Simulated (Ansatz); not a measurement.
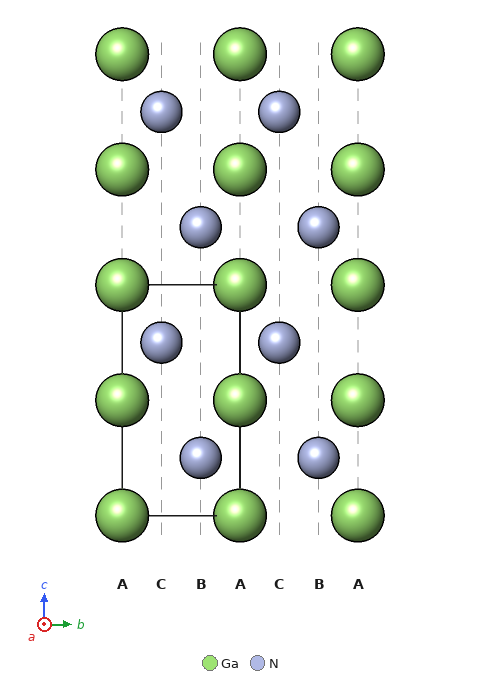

Projection along an edge of the hexagonal mesh, stacking direction c upwards. The dashed lines mark the three columns A (0, 0), B (1/3, 2/3) and C (2/3, 1/3). The sequence starts with the first layer at or above the cell's origin.

GaN (space group P6_3/mmc, No. 194). Coordinates: the geometry relaxed with DFT, r2SCAN, PAW with Ansatz's default frozen-core files, scalar-relativistic (Ansatz 0.2.0); the starting structure was generated, so it need not be a known form of this composition.

### Give the sequence of layers in one repeat, with element and column.

Ga(A) – N(B) – Ga(A) – N(C) (four layers in 5.03 Å).

### How are the N layers alone stacked?

N layers alone: BC, the hexagonal close-packed type.

### Which positions between or in the N layers do the other atoms fill?

Ga: two octahedral sites, counted in one hexagonal cell.
